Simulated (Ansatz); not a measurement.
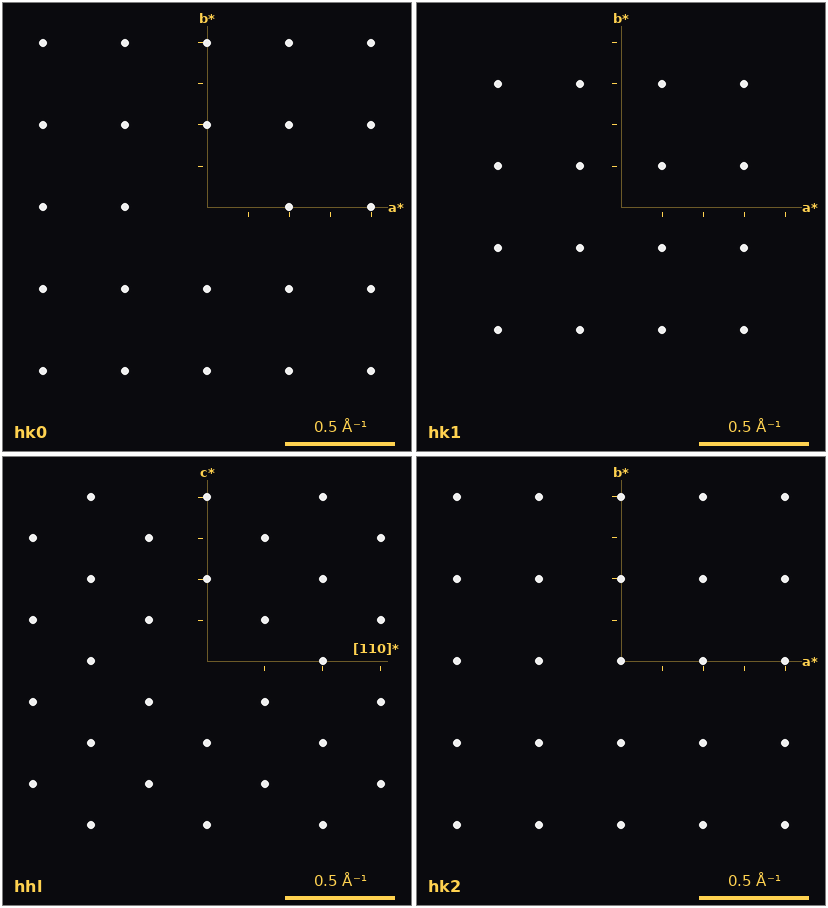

Simulated precession-type sections (neutrons; kinematic intensities, B = 0.5 Å²). The ticks mark integer indices of the conventional cell.

**What cell do the layers give?**

a* = 0.189, b* = 0.189, c* = 0.189 Å⁻¹; the cell is cubic with a = 5.29 Å.

**List the systematic absences.**

Reflections are present only under these conditions. hkl: h + k = 2n, h + l = 2n; hk0: h = 2n, k = 2n; hhl: h + l = 2n; h00: h = 2n. The lattice is face-centred (F).

**Which space groups fit?**

The intensities have Laue symmetry m-3m (the hk0 layer shows 4mm, hk1 shows 4mm). With these conditions the candidates are F432 (No. 209), F-43m (No. 216), Fm-3m (No. 225). Diffraction geometry alone does not choose among them; the structure has Fm-3m. The compound is Na. Structure: the input geometry of an electronic-structure calculation (not necessarily at equilibrium); the starting structure was generated, so it need not be a known form of this composition.
